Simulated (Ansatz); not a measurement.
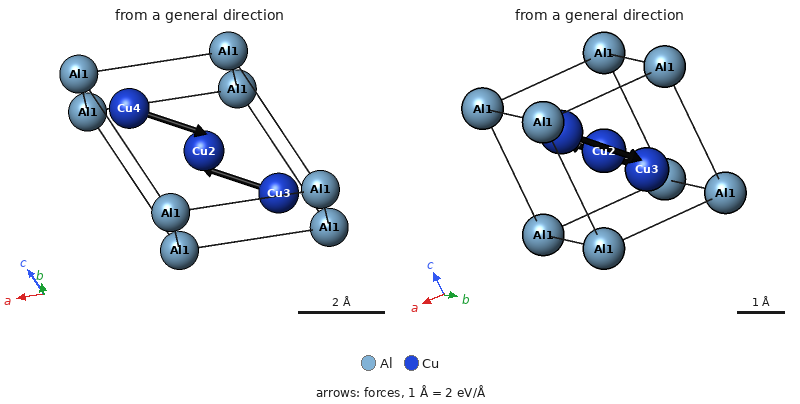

Structure drawing (spheres-only), viewed from two general directions. One simulation cell is framed, with atoms on its boundary repeated. The arrows are the computed forces on the atoms.

System: AlCu3. Calculation details: DFT r2SCAN, scalar-relativistic, plane waves, PAW (Ansatz); an energy cutoff of 500 eV, the zone sampled with 14×14×14 points, Gaussian smearing of 0.15 eV, no spin polarisation.

> Are the forces small enough to call this converged?

No. The atoms still feel forces of up to about 3 eV/Å, far above a usual threshold of 0.01 to 0.03 eV/Å.

> Name the atom under the greatest force.

Cu3 and Cu4, about 3 eV/Å.

The structure was taken from a structure listed in the Materials Project. The cell was then strained or its atoms displaced on purpose. A calculation with Ansatz used it as input.
